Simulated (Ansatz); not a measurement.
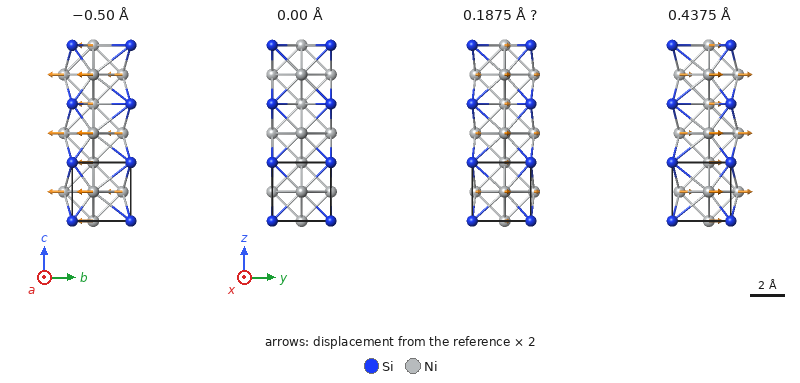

A scan of solid SiNi3 (Pm-3m): the whole Ni sublattice is shifted rigidly, along Cartesian [0 1 0], all else fixed. Style: ball-and-stick. Shown: the cell of the calculation, repeated 1 × 1 × 3 with one cell outlined, along the a axis. Orange arrows: displacements from the reference.

Level of theory: DFT PBE, scalar-relativistic, plane waves, PAW (Ansatz). Set-up: plane-wave cutoff 420 eV; k-point mesh 14 × 14 × 14; occupations gaussian; smearing width 0.15 eV; no spin polarisation. Energies (free energies at the smearing named) are counted from the relaxed crystal.

| displacement (Å) | E − E(ref) (meV/cell) |
| --- | --- |
| −0.5000 | 802 |
| −0.2500 | 171 |
| 0.0000 | 0 |
| 0.0625 | 10 |
| 0.1250 | 41 |
| 0.1875 | ? |
| 0.3125 | 277 |
| 0.3750 | 415 |
| 0.4375 | 588 |

**One row is withheld. What is its energy?**

A straight line between the two neighbours gives 120 meV/cell. A cubic through the four nearest rows (0.0625, 0.1250, 0.3125, 0.3750) gives, with Lagrange weights, (−0.3000)(10) + (1.0000)(41) + (0.5000)(277) + (−0.2000)(415) = 94 meV/cell. The calculation gives 94 meV/cell, so the cubic is right to the digits shown and the straight line 26 meV/cell too high, as the curve bends upwards here.

The whole profile:

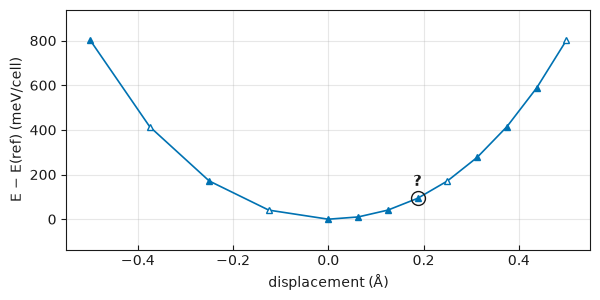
